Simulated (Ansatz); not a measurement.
## Si16O: nudged elastic band (part 1 of 2)

The run: nudged elastic band of Si16O (defect cell, 17 atoms in the cell). Method and program: DFT r2SCAN, scalar-relativistic, plane waves, PAW, no spin polarisation (Ansatz 0.2.0).

The structure derives from a Materials Project entry. It belongs to a series of runs on one base structure; here: climbing-image band for the jump of O by 0.90 A. Figures and captions count atoms from 1; the log counts them from 0 in places.

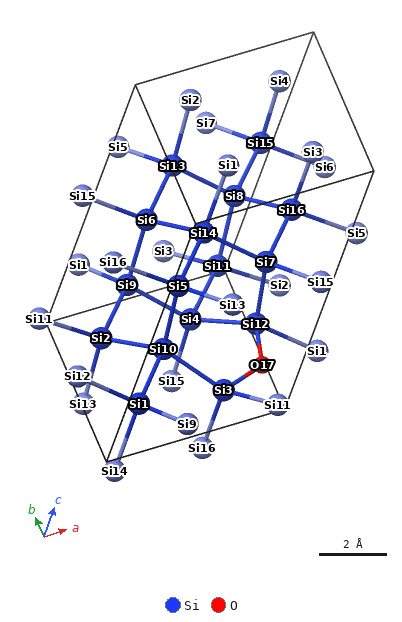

The structure as given in the input (ball-and-stick view of the cell of the calculation, seen at an oblique angle; neighbours outside the cell are drawn fainter; atoms are numbered from 1 in the order of the input).

## Summary

- outcome: converged
- barrier, forward: 0.008 eV
- barrier, backward: 0.008 eV
- electrons treated: 70
- hardware: 8 threads of Intel Xeon (Sapphire Rapids), 64 GiB of memory available, shared host
- wall time: 95 s (CPU time 8.2 min)
- peak memory: 3.7 GiB

## Remarks

The order of the saddle point was not checked.

## Input
```yaml
crystal:
  lattice:
    - [0.0, 5.44370238, -5.44370238]
    - [5.44370238, 5.44370238, 0.0]
    - [5.44370238, 0.0, -5.44370238]
  atoms:
    - { symbol: Si, position: [0.1594436462, 0.1301963796, 0.1336700401] }
    - { symbol: Si, position: [0.1201288149, 0.6275264067, 0.1268952372] }
    - { symbol: Si, position: [0.6307310609, 0.0852991643, 0.1119550262] }
    - { symbol: Si, position: [0.619709442, 0.6017351825, 0.1100935264] }
    - { symbol: Si, position: [0.1257832608, 0.1239055091, 0.6390164666] }
    - { symbol: Si, position: [0.12523598, 0.6272055333, 0.6228051587] }
    - { symbol: Si, position: [0.62476402, 0.1255125811, 0.6282154919] }
    - { symbol: Si, position: [0.6219311543, 0.6240336935, 0.6147974801] }
    - { symbol: Si, position: [0.2474698643, 0.7547143627, 0.2481047628] }
    - { symbol: Si, position: [0.2730831169, 0.255232419, 0.2648448939] }
    - { symbol: Si, position: [0.7446717486, 0.7155414552, 0.2411923489] }
    - { symbol: Si, position: [0.7897102508, 0.2441867204, 0.2633081762] }
    - { symbol: Si, position: [0.2478260059, 0.7497078077, 0.7521794231] }
    - { symbol: Si, position: [0.2510538771, 0.2531315826, 0.7600981324] }
    - { symbol: Si, position: [0.7510437535, 0.7493146785, 0.7359805659] }
    - { symbol: Si, position: [0.7495995083, 0.2502921923, 0.7470926232] }
    - { symbol: O, position: [-0.1962259709, 0.0705507019, 0.1882529694] }
basis:
  ecutwfc: 500
  xc_grid: 3
kpoints:
  mp_grid: { grid: [2, 2, 2], shift: [0.0, 0.0, 0.0] }
hamiltonian:
  xc: r2scan
scf:
  occupations: { method: gaussian, width: 0.02 }
output:
  forces: true
neb:
  images: 5
  f_tol: 0.05
  max_iterations: 70
  order_check: false
  final_atoms:
    - { symbol: Si, position: [0.1279073768, 0.1254004917, 0.1247078077] }
    - { symbol: Si, position: [0.1149018676, 0.6239461229, 0.1218684174] }
    - { symbol: Si, position: [0.6116918238, 0.0852897492, 0.1308132796] }
    - { symbol: Si, position: [0.6101551061, 0.6019168831, 0.119767581] }
    - { symbol: Si, position: [0.1390194341, 0.1239562465, 0.6256853215] }
    - { symbol: Si, position: [0.1228205769, 0.6271739941, 0.6252921923] }
    - { symbol: Si, position: [0.6338076511, 0.1303282514, 0.6594585448] }
    - { symbol: Si, position: [0.6268952372, 0.6275301357, 0.6202856373] }
    - { symbol: Si, position: [0.2359835334, 0.7492167392, 0.2510944909] }
    - { symbol: Si, position: [0.2467845081, 0.25023598, 0.2494874189] }
    - { symbol: Si, position: [0.7413299599, 0.7155563538, 0.2448036204] }
    - { symbol: Si, position: [0.7630449738, 0.2442689391, 0.2897008357] }
    - { symbol: Si, position: [0.2521948413, 0.74976402, 0.7477944667] }
    - { symbol: Si, position: [0.2602025199, 0.2530688457, 0.7509663065] }
    - { symbol: Si, position: [0.7481047628, 0.7548711851, 0.7474735933] }
    - { symbol: Si, position: [0.7649064736, 0.255290558, 0.7732648175] }
    - { symbol: O, position: [-0.3132529694, 0.0712259709, 0.3044492981] }
```

Launch command:
```bash
ansatz run input.yaml --threads 8 --pin off --max-ram 20480MiB --backend cpu --events-out ev --progress --plain --runs-dir out
```

## The program's output
```
Warning: neb: disabling space-group detection — the band's intermediate images generally break the endpoint symmetry, so no spatial operation reduces the k-mesh or symmetrises the density, except that a semilocal band can use its path's symmetry ahead of convergence; time reversal is kept, so that k and −k are solved as one point where they differ and the mesh holds both, and exact exchange and, on two spinor components, a DFT+U term hold to it where the run has them: on two components no moment then forms, and a state that bears one, which a typed moment (crystal.atoms[].spin; refused beside efield: under a hybrid functional) reaches, can lie lower, under hf by electronvolts; crystal.symmetry.detect: false (a key that needs symmetry detection or time reversal refuses this as the deck is read) with time_reversal: false beside it drops time reversal too
Engine: ansatz 0.2.0, x86_64-unknown-linux-gnu
Pseudopotentials: kind: paw
Pseudopotential: Si, paw, valence charge 4, recommended cutoff 500 eV (meta_gga), Si.paw.azcp
Pseudopotential: O, paw, valence charge 6, recommended cutoff 500 eV (meta_gga), O.paw.azcp
Functional definition: r2SCAN
  parameter k0 = 0.174
  parameter k1 = 0.065
  parameter a1 = 4.9479
  exchange = r2scan_x(k0 = k0, k1 = k1, a1 = a1)
  correlation = r2scan_c
parallel-image band execution: 5 concurrent image workers
NEB image 0
Crystal: 17 atoms, lattice volume = 322.636 Å³
Basis set: ecut = 500 eV, 8099 PW (Γ), exchange–correlation on 180×180×180 points (27 copies of the dense FFT grid, shifted against one another)
Bands: 52, of which v1, the nominal top of the filled ones, is band 35 counted from 1 (34 counted from 0)
Symmetry: 1 space group operations
k-points: 8
Non-local potential: Si, projectors of the file, l = 0: 2, l = 1: 2, l = 2: 2
Non-local potential: O, projectors of the file, l = 0: 2, l = 1: 2, l = 2: 1
PAW form: soft (Blöchl's): semilocal exchange-correlation on the pseudo side does not see the compensation charge
PAW frozen core: Si, regenerated for the run's functional (the file was generated under x = pbe(κ = 0.804, μ = 0.2195149727645171), c = pbe(β = 0.06672455060314922))
PAW frozen core: O, regenerated for the run's functional (the file was generated under x = pbe(κ = 0.804, μ = 0.2195149727645171), c = pbe(β = 0.06672455060314922))
PAW one-centre angular grid: Si, 302 points (default); XC on 160 Gauss nodes
PAW one-centre angular grid: O, 302 points (default); XC on 160 Gauss nodes
Initial density: superposition of atomic densities (neutral atoms: chi_scale 0, normalization atom), corrected by the library's trained network
Initial wavefunctions: pseudopotential atomic-orbital guess
Functional: x = r2scan, c = r2scan; τ floored in thin density (d = 2e-4 eV/Å³)
SCF iter   1: F=-10792.271539 eV  HF=-10792.122347 eV  |F-HF|=1.49e-1  |Δ(HF+E_count)|=         —  Δρ=5.47e-3  dr2=9.94e-2  dr2_τ=2.50e-1  ethr=1.77e-3  ⟨swp⟩=8.6  Hψ=2335  notcnv=0  defer=22
preconditioner: auto → Resta (q_TF=auto, 2.115 Å⁻¹)  ε∞=4.9  [insulator: Δε(μ)=0.682 eV  Ē_g=8.624 eV  σ=0.020 eV  W_gap=1.00  n_scr=58 (ndim 8)  ℏωp=17.0 eV  f_vac=0.000  D(μ)=0.00/eV (n_scr^D=0)  ε∞_Penn≈4.9]
SCF iter   2: F=-10792.310086 eV  HF=-10792.313824 eV  |F-HF|=3.74e-3  |Δ(HF+E_count)|=   1.91e-1  Δρ=3.43e-3  dr2=2.73e-2  dr2_τ=1.06e-3  ethr=1.42e-4  ⟨swp⟩=2.9  Hψ=877  notcnv=0  defer=78
SCF iter   3: F=-10792.311861 eV  HF=-10792.313449 eV  |F-HF|=1.59e-3  |Δ(HF+E_count)|=   3.75e-4  Δρ=1.00e-3  dr2=2.98e-3  dr2_τ=4.75e-4  ethr=3.91e-5  ⟨swp⟩=3.0  Hψ=706  notcnv=0  defer=78
SCF iter   4: F=-10792.312949 eV  HF=-10792.313074 eV  |F-HF|=1.26e-4  |Δ(HF+E_count)|=   3.75e-4  Δρ=2.78e-4  dr2=2.62e-4  dr2_τ=1.71e-5  ethr=4.26e-6  ⟨swp⟩=2.0  Hψ=647  notcnv=0  defer=78
SCF iter   5: F=-10792.313051 eV  HF=-10792.313051 eV  |F-HF|=8.89e-7  |Δ(HF+E_count)|=   2.37e-5  Δρ=6.83e-5  dr2=1.69e-5  dr2_τ=1.38e-6  ethr=3.75e-7  ⟨swp⟩=2.0  Hψ=645  notcnv=0  defer=78
SCF iter   6: F=-10792.313176 eV  HF=-10792.313176 eV  |F-HF|=5.12e-8  |Δ(HF+E_count)|=   1.25e-4  Δρ=1.95e-5  dr2=1.65e-6  dr2_τ=2.92e-8  ethr=2.42e-8  ⟨swp⟩=2.0  Hψ=577  notcnv=0  defer=78
SCF iter   7: F=-10792.313176 eV  HF=-10792.313176 eV  |F-HF|=4.37e-9  |Δ(HF+E_count)|=   4.39e-7  Δρ=2.29e-6  dr2=2.36e-8  dr2_τ=5.98e-10  ethr=1.43e-10  ⟨swp⟩=3.2  Hψ=1610  notcnv=0
SCF 1 converged in 7 iterations: F = -10792.313176 eV  dr2 = 2.36e-8
  greatest PAW one-centre occupation: 0.879 electrons in one spin orbital (limit 2), on the O atom at site 16 (counted from 0), in its partial waves of l = 0
NSCF: frozen V_eff on 8 k-points
NEB image 6
SCF iter   1: F=-10792.272678 eV  HF=-10792.123042 eV  |F-HF|=1.50e-1  |Δ(HF+E_count)|=         —  Δρ=5.47e-3  dr2=9.94e-2  dr2_τ=2.50e-1  ethr=1.77e-3  ⟨swp⟩=8.8  Hψ=2360  notcnv=0  defer=23
SCF iter   2: F=-10792.310047 eV  HF=-10792.313844 eV  |F-HF|=3.80e-3  |Δ(HF+E_count)|=   1.91e-1  Δρ=3.42e-3  dr2=2.73e-2  dr2_τ=1.04e-3  ethr=1.42e-4  ⟨swp⟩=2.9  Hψ=877  notcnv=0  defer=78
SCF iter   3: F=-10792.311918 eV  HF=-10792.313424 eV  |F-HF|=1.51e-3  |Δ(HF+E_count)|=   4.20e-4  Δρ=9.83e-4  dr2=2.85e-3  dr2_τ=4.59e-4  ethr=3.90e-5  ⟨swp⟩=3.0  Hψ=706  notcnv=0  defer=78
SCF iter   4: F=-10792.312936 eV  HF=-10792.313063 eV  |F-HF|=1.27e-4  |Δ(HF+E_count)|=   3.61e-4  Δρ=2.78e-4  dr2=2.62e-4  dr2_τ=1.71e-5  ethr=4.08e-6  ⟨swp⟩=2.0  Hψ=631  notcnv=0  defer=78
SCF iter   5: F=-10792.313050 eV  HF=-10792.313050 eV  |F-HF|=1.74e-7  |Δ(HF+E_count)|=   1.35e-5  Δρ=6.94e-5  dr2=1.73e-5  dr2_τ=1.49e-6  ethr=3.74e-7  ⟨swp⟩=2.0  Hψ=645  notcnv=0  defer=78
SCF iter   6: F=-10792.313176 eV  HF=-10792.313176 eV  |F-HF|=1.23e-7  |Δ(HF+E_count)|=   1.26e-4  Δρ=2.03e-5  dr2=1.75e-6  dr2_τ=3.16e-8  ethr=2.47e-8  ⟨swp⟩=2.0  Hψ=586  notcnv=0  defer=78
SCF iter   7: F=-10792.313177 eV  HF=-10792.313177 eV  |F-HF|=4.08e-9  |Δ(HF+E_count)|=   4.29e-7  Δρ=2.33e-6  dr2=2.53e-8  dr2_τ=6.39e-10  ethr=1.43e-10  ⟨swp⟩=3.2  Hψ=1614  notcnv=0
SCF 2 converged in 7 iterations: F = -10792.313177 eV  dr2 = 2.53e-8
[... from here on the iterations of each SCF are left out, up to the last one ...]
NSCF: frozen V_eff on 8 k-points
NEB end point (image 0): max|allowed force component| = 3.070e-3 eV/Å (the criterion of neb.relax_end_points is 1.000e-2)
NEB end point (image 6): max|allowed force component| = 3.071e-3 eV/Å (the criterion of neb.relax_end_points is 1.000e-2)
NEB image 1
preconditioner: auto → Resta (q_TF=auto, 2.115 Å⁻¹)  ε∞=4.9  [insulator: Δε(μ)=0.682 eV  Ē_g=8.645 eV  σ=0.020 eV  W_gap=1.00  n_scr=58 (ndim 8)  ℏωp=17.0 eV  f_vac=0.000  D(μ)=0.00/eV (n_scr^D=0)  ε∞_Penn≈4.9]
SCF 3 converged in 7 iterations: F = -10792.295577 eV  dr2 = 2.17e-8
NEB image 2
preconditioner: auto → Resta (q_TF=auto, 2.115 Å⁻¹)  ε∞=4.9  [insulator: Δε(μ)=0.682 eV  Ē_g=8.657 eV  σ=0.020 eV  W_gap=1.00  n_scr=58 (ndim 8)  ℏωp=17.0 eV  f_vac=0.000  D(μ)=0.00/eV (n_scr^D=0)  ε∞_Penn≈4.9]
SCF 4 converged in 7 iterations: F = -10792.266312 eV  dr2 = 2.15e-8
NEB image 3
preconditioner: auto → Resta (q_TF=auto, 2.115 Å⁻¹)  ε∞=4.9  [insulator: Δε(μ)=0.682 eV  Ē_g=8.662 eV  σ=0.020 eV  W_gap=1.00  n_scr=58 (ndim 8)  ℏωp=17.0 eV  f_vac=0.000  D(μ)=0.00/eV (n_scr^D=0)  ε∞_Penn≈4.9]
SCF 5 converged in 7 iterations: F = -10792.253101 eV  dr2 = 2.17e-8
NEB image 4
preconditioner: auto → Resta (q_TF=auto, 2.115 Å⁻¹)  ε∞=4.9  [insulator: Δε(μ)=0.682 eV  Ē_g=8.658 eV  σ=0.020 eV  W_gap=1.00  n_scr=58 (ndim 8)  ℏωp=17.0 eV  f_vac=0.000  D(μ)=0.00/eV (n_scr^D=0)  ε∞_Penn≈4.9]
SCF 6 converged in 7 iterations: F = -10792.266456 eV  dr2 = 2.13e-8
NEB image 5
SCF 7 converged in 7 iterations: F = -10792.295725 eV  dr2 = 2.25e-8
NEB iter   1: max|band force component| = 8.668e-1 eV/Å  barrier→ = 0.0601 eV  barrier← = 0.0601 eV  Δτ_max = 0.0226 Å  (49 SCF iters)
NEB image 1
Initial density: handed on by an earlier stage of this run
Initial wavefunctions: those handed on with the density
preconditioner: auto → Resta (q_TF=auto, 2.115 Å⁻¹)  ε∞=4.9  [insulator: Δε(μ)=0.679 eV  Ē_g=8.597 eV  σ=0.020 eV  W_gap=1.00  n_scr=58 (ndim 8)  ℏωp=17.0 eV  f_vac=0.000  D(μ)=0.00/eV (n_scr^D=0)  ε∞_Penn≈4.9]
SCF 8 converged in 6 iterations: F = -10792.303057 eV  dr2 = 7.24e-9
NEB image 2
preconditioner: auto → Resta (q_TF=auto, 2.115 Å⁻¹)  ε∞=4.9  [insulator: Δε(μ)=0.674 eV  Ē_g=8.602 eV  σ=0.020 eV  W_gap=1.00  n_scr=58 (ndim 8)  ℏωp=17.0 eV  f_vac=0.000  D(μ)=0.00/eV (n_scr^D=0)  ε∞_Penn≈4.9]
SCF 9 converged in 6 iterations: F = -10792.285824 eV  dr2 = 1.83e-8
NEB image 3
preconditioner: auto → Resta (q_TF=auto, 2.115 Å⁻¹)  ε∞=4.9  [insulator: Δε(μ)=0.666 eV  Ē_g=8.604 eV  σ=0.020 eV  W_gap=1.00  n_scr=58 (ndim 8)  ℏωp=17.0 eV  f_vac=0.000  D(μ)=0.00/eV (n_scr^D=0)  ε∞_Penn≈4.9]
SCF 10 converged in 6 iterations: F = -10792.277969 eV  dr2 = 2.35e-8
NEB image 4
SCF 11 converged in 6 iterations: F = -10792.285996 eV  dr2 = 1.85e-8
NEB image 5
SCF 12 converged in 6 iterations: F = -10792.303233 eV  dr2 = 7.55e-9
NEB iter   2: max|band force component| = 5.900e-1 eV/Å  barrier→ = 0.0352 eV  barrier← = 0.0352 eV  Δτ_max = 0.0477 Å  (30 SCF iters)
[... from here on the SCF iterations and repeated set-up lines of each step are left out, up to the last step ...]
NEB image 1
SCF 13 converged in 6 iterations: F = -10792.309801 eV  dr2 = 1.82e-8
NEB image 2
SCF 14 converged in 6 iterations: F = -10792.302711 eV  dr2 = 3.74e-8
NEB image 3
SCF 15 converged in 6 iterations: F = -10792.299099 eV  dr2 = 4.36e-8
NEB image 4
SCF 16 converged in 6 iterations: F = -10792.302923 eV  dr2 = 3.86e-8
NEB image 5
SCF 17 converged in 6 iterations: F = -10792.310008 eV  dr2 = 1.82e-8
NEB iter   3: max|band force component| = 2.154e-1 eV/Å  barrier→ = 0.0141 eV  barrier← = 0.0141 eV  CI = image 3  Δτ_max = 0.0318 Å  (30 SCF iters)
NEB image 1
SCF 18 converged in 6 iterations: F = -10792.310953 eV  dr2 = 4.93e-9
NEB image 2
SCF 19 converged in 6 iterations: F = -10792.306573 eV  dr2 = 1.61e-8
NEB image 3
SCF 20 converged in 6 iterations: F = -10792.304397 eV  dr2 = 2.29e-8
NEB image 4
SCF 21 converged in 6 iterations: F = -10792.306735 eV  dr2 = 1.64e-8
NEB image 5
SCF 22 converged in 6 iterations: F = -10792.311142 eV  dr2 = 5.15e-9
NEB iter   4: max|band force component| = 5.999e-2 eV/Å  barrier→ = 0.0088 eV  barrier← = 0.0088 eV  CI = image 3  Δτ_max = 0.0129 Å  (30 SCF iters)
NEB image 1
SCF 23 converged in 5 iterations: F = -10792.311027 eV  dr2 = 5.13e-8
NEB image 2
SCF 24 converged in 6 iterations: F = -10792.306873 eV  dr2 = 5.38e-9
NEB image 3
SCF 25 converged in 6 iterations: F = -10792.304833 eV  dr2 = 6.74e-9
NEB image 4
SCF 26 converged in 6 iterations: F = -10792.307051 eV  dr2 = 5.26e-9
NEB image 5
SCF 27 converged in 5 iterations: F = -10792.311235 eV  dr2 = 4.45e-8
NEB iter   5: max|band force component| = 5.932e-2 eV/Å  barrier→ = 0.0083 eV  barrier← = 0.0083 eV  CI = image 3  Δτ_max = 0.0058 Å  (28 SCF iters)
NEB image 1
preconditioner: auto → Resta (q_TF=auto, 2.115 Å⁻¹)  ε∞=4.9  [insulator: Δε(μ)=0.687 eV  Ē_g=8.587 eV  σ=0.020 eV  W_gap=1.00  n_scr=58 (ndim 8)  ℏωp=17.0 eV  f_vac=0.000  D(μ)=0.00/eV (n_scr^D=0)  ε∞_Penn≈4.9]
SCF 28 converged in 4 iterations: F = -10792.311141 eV  dr2 = 9.64e-8
NEB image 2
SCF 29 converged in 5 iterations: F = -10792.307150 eV  dr2 = 2.61e-8
NEB image 3
preconditioner: auto → Resta (q_TF=auto, 2.115 Å⁻¹)  ε∞=4.9  [insulator: Δε(μ)=0.688 eV  Ē_g=8.586 eV  σ=0.020 eV  W_gap=1.00  n_scr=58 (ndim 8)  ℏωp=17.0 eV  f_vac=0.000  D(μ)=0.00/eV (n_scr^D=0)  ε∞_Penn≈4.9]
SCF 30 converged in 5 iterations: F = -10792.305154 eV  dr2 = 3.42e-8
NEB image 4
SCF 31 converged in 5 iterations: F = -10792.307270 eV  dr2 = 1.97e-8
NEB image 5
SCF 32 converged in 4 iterations: F = -10792.311304 eV  dr2 = 5.63e-8
NEB image 1
NSCF: frozen V_eff on 8 k-points
NEB image 2
NSCF: frozen V_eff on 8 k-points
NEB image 4
NSCF: frozen V_eff on 8 k-points
NEB image 5
NSCF: frozen V_eff on 8 k-points
NEB image 3
NSCF: frozen V_eff on 8 k-points
the band table was solved once a step of the walk had ended and its energy, with any forces and stress, was formed, with the checks that follow a solve (2173 applications of the Hamiltonian). They found nothing against the state; the energy, forces and stress were not computed again (output.eigenvalues in the input reference)
NEB iter   6: max|band force component| = 9.109e-3 eV/Å  barrier→ = 0.0080 eV  barrier← = 0.0080 eV  CI = image 3  Δτ_max = 0.0000 Å  (23 SCF iters)
NEB image 3
iter 1 solved again at ethr=4.87e-11 eV; its pass at ethr=3.10e-3 eV (dr2=3.41e-8 eV) is discarded
SCF iter   1: F=-10792.305154 eV  HF=-10792.305154 eV  |F-HF|=1.42e-8  |Δ(HF+E_count)|=         —  Δρ=3.32e-6  dr2=3.42e-8  dr2_τ=2.07e-9  ethr=4.87e-11  ⟨swp⟩=2.2  Hψ=1218  notcnv=0
SCF iter   2: F=-10792.305154 eV  HF=-10792.305154 eV  |F-HF|=6.80e-9  |Δ(HF+E_count)|=   1.05e-8  Δρ=1.98e-6  dr2=1.43e-8  dr2_τ=2.95e-10  ethr=4.87e-11  ⟨swp⟩=3.1  Hψ=1012  notcnv=0
SCF 33 converged in 2 iterations: F = -10792.305154 eV  dr2 = 1.43e-8
```

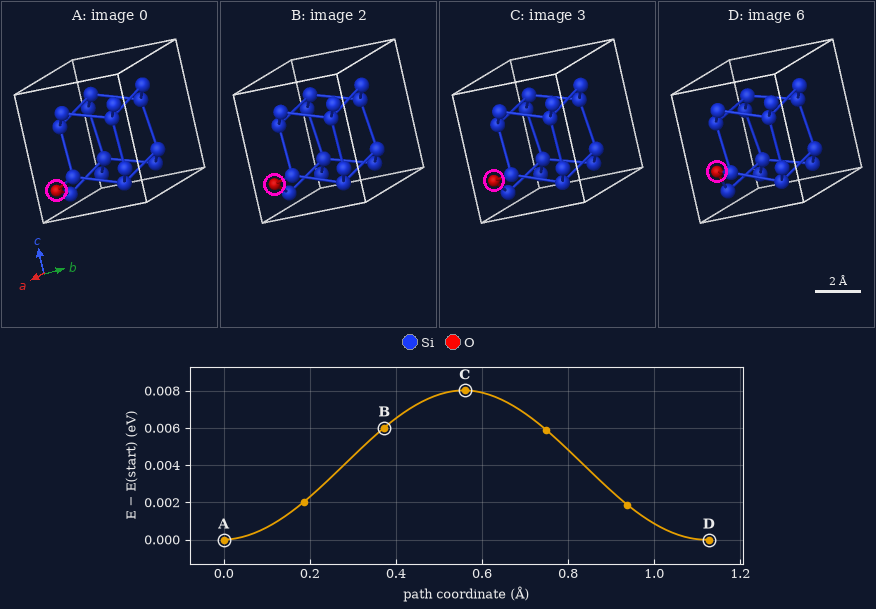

Images of the last band (counted from 0; ball-and-stick, reduced simulation cell, seen slightly off an axis), with the moving atom and its periodic copies ringed, above the energy along the path; the line is a cubic interpolation that uses the forces. The highest image is number 3, 0.008 eV above the start and 0.008 eV above the end (the climbing image); start and end have the same energy. The path is 1.13 Å long, and O17 moves most (0.90 Å). The band converged in 6 iterations.

```
NSCF: frozen V_eff on 8 k-points
the band table was solved once a step of the walk had ended and its energy, with any forces and stress, was formed, with the checks that follow a solve (1826 applications of the Hamiltonian). They found nothing against the state; the energy, forces and stress were not computed again (output.eigenvalues in the input reference)
SCF converged after 2 iterations
Free energy (F): -10792.305154 eV
Harris-Foulkes:  -10792.305154 eV  (|F-HF|=6.80e-9)
Internal energy: -10792.305154 eV  (E = F + TS)
E sigma→0 (E₀):  -10792.305154 eV
Fermi energy:    6.541176 eV
```
